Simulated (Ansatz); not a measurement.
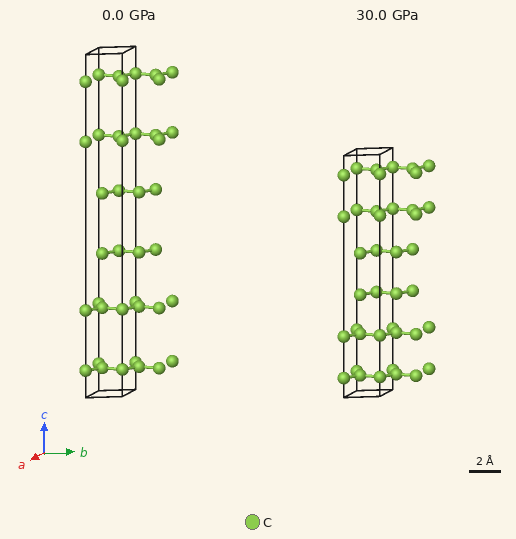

A crystal of C (set up in R-3m), relaxed (cell and atoms) at several target pressures. The picture shows the first and the last member. Style: ball-and-stick. Shown: the conventional cell (3 times the calculation's cell), repeated 1 × 2 × 1 with one cell outlined, slightly off an axis. Lengths and directions refer to the drawn axes.

Computed with Ansatz 0.2.0: DFT PBEsol, scalar-relativistic, plane waves, PAW. (plane-wave cutoff 420 eV; k-point mesh 18 × 18 × 18; occupations gaussian; smearing width 0.01 eV; no spin polarisation; cell and atoms relaxed; force threshold 0.008 eV/Å)

| pressure (GPa) | volume (Å³/atom) | a (Å) | c (Å) |
| --- | --- | --- | --- |
| 0.0 | 10.080 | 2.459 | 23.102 |
| 3.0 | 8.650 | 2.452 | 19.931 |
| 8.0 | 7.999 | 2.443 | 18.567 |
| 15.0 | ? | ? | ? |
| 30.0 | 6.840 | 2.412 | 16.288 |

Q: Estimate the missing row from the others, and compare with the calculation.

A: Murnaghan's form V = V₀(1 + B′P/B₀)^(−1/B′), with V₀ = 10.080 Å³ from the row at zero pressure, fits the other rows with B₀ = 10.2 GPa and B′ = 8.47 (largest miss 0.071 Å³). At 15.0 GPa it gives 10.080 × (1 + 8.47 × 15.0/10.2)^(−1/8.47) = 7.416 Å³ per atom. The calculation gives 7.497 Å³/atom (a = 2.432 Å, c = 17.561 Å). The estimate is 0.081 Å³/atom too low. From the first member to the last: C–C 1.420 → 1.393 Å.

The whole series:

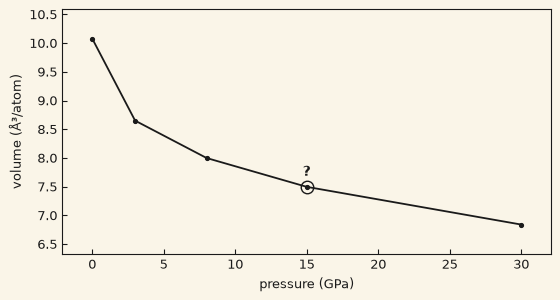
